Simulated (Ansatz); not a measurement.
Consider VH₂.

The calculation's input:

```
crystal:
  lattice:
    - [0.0, 2.1355, 2.1355]
    - [2.1355, 0.0, 2.1355]
    - [2.1355, 2.1355, 0.0]
  atoms:
    - { symbol: V, position: [0.0, 0.0, 0.0], spin: 2.0 }
    - { symbol: H, position: [0.75, 0.75, 0.75] }
    - { symbol: H, position: [0.25, 0.25, 0.25] }
hamiltonian:
  xc: r2scan
  pseudopotentials: { kind: paw }
  dispersion: rvv10
magnetization:
  spin_polarized: true
kpoints:
  mp_grid: { grid: [11, 11, 11] }
scf:
  occupations: { method: fermi_dirac, width: 0.05 }
output:
  forces: true
  stress: true
  eigenvalues: true
  write_density: true
  write_potential: true
  elf: true
  volumetric_format: npy
relax:
  f_tol: 0.01
  max_steps: 40
  cell: { stress_tol: 0.05 }
```

Command:

```sh
ansatz run input.yaml --threads 2 --pin off --max-ram 5632MiB --backend cpu --events-out ev --progress --plain --runs-dir out
```

Below, planes, directions and counts refer to the conventional cell (a = 4.18 Å, b = 4.18 Å, c = 4.18 Å, α = 90.00°, β = 90.00°, γ = 90.00°).

The fields are those of the run's last geometry, not of the input's.

Space group Fm-3m; the program warned that a starting moment wasn't kept; spin-polarised.

All numbers below come from Kohn-Sham DFT of a periodic cell, r2SCAN with rVV10, Ansatz PAW in Ansatz 0.2.0.

What can the converged valence pseudo-density and electron localisation function tell about the bonding?

V–H (1.81 Å): ρ at the midpoint is about 0.62 e/Å³; the ELF climbs to about 1 towards the hydrogen.

Does the calculation make it a metal, or give it a gap?

It is metallic or semimetallic at this level of theory: no gap opens.

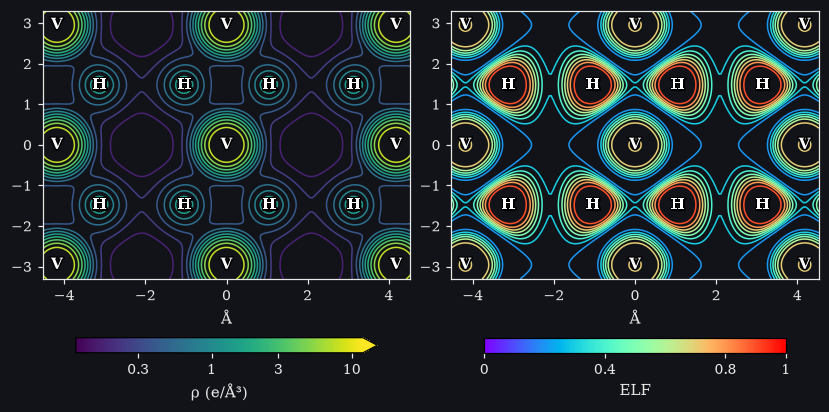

Computed valence pseudo-density and electron localisation function on the (011) plane of the conventional cell, in this order. 

The density is the valence pseudo-density of a PAW calculation; it isn't the true density close to the nuclei.
